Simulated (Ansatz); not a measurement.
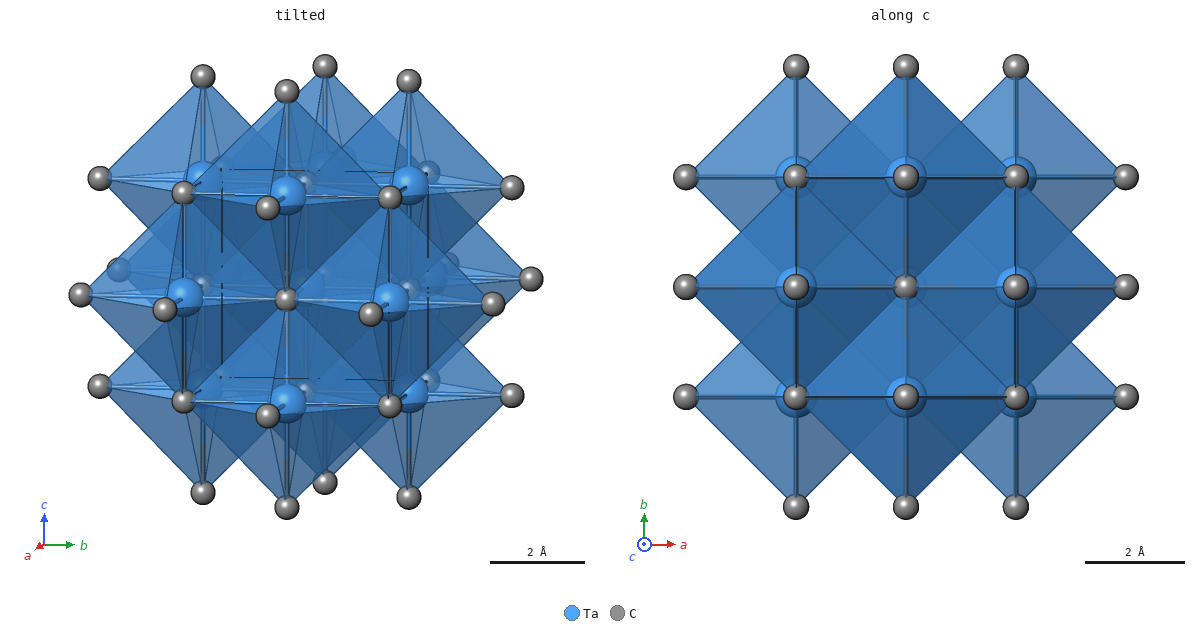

View slightly off an axis and along the c axis, drawn as a polyhedral model. The conventional unit cell is drawn as a box. Some neighbours outside the box are added.

TaC, rock salt (NaCl type), space group Fm-3m (No. 225), a = 4.475 Å, b = 4.475 Å, c = 4.475 Å, α = 90.00°, β = 90.00°, γ = 90.00°. Source of the structure: a random cell made by a generator, so it need not be a real form of the compound. Earlier steps of the study may have refined or changed the cell and positions. Ansatz was used for an electronic-structure calculation on it.

This one geometry was computed with Ansatz (DFT, plane waves, PAW) at three levels of theory: PBE, PBE with spin-orbit coupling and PBEsol.

> Which level gives the highest pressure at this volume, and what does that say about its equilibrium volume?

Highest: PBE (0.0 GPa) and PBE with spin-orbit coupling (-0.3 GPa), which points to the largest equilibrium volume. Lowest, with the smallest volume: PBEsol (-7.9 GPa). Levels within 0.5 GPa of each other can't be told apart.

> How does the band gap change with the level of theory?

All levels give a metal.

> Collect the results in a table.

| level | cutoff (eV) | k-mesh of the run's cell | gap (eV) | pressure (GPa) |
| --- | --- | --- | --- | --- |
| PBE | 420 | 22×22×22 | metal | 0.0 |
| PBE with spin-orbit coupling | 420 | 22×22×22 | metal | -0.3 |
| PBEsol | 420 | 22×22×22 | metal | -7.9 |

Gaps are taken on the k-mesh or band path of each run.
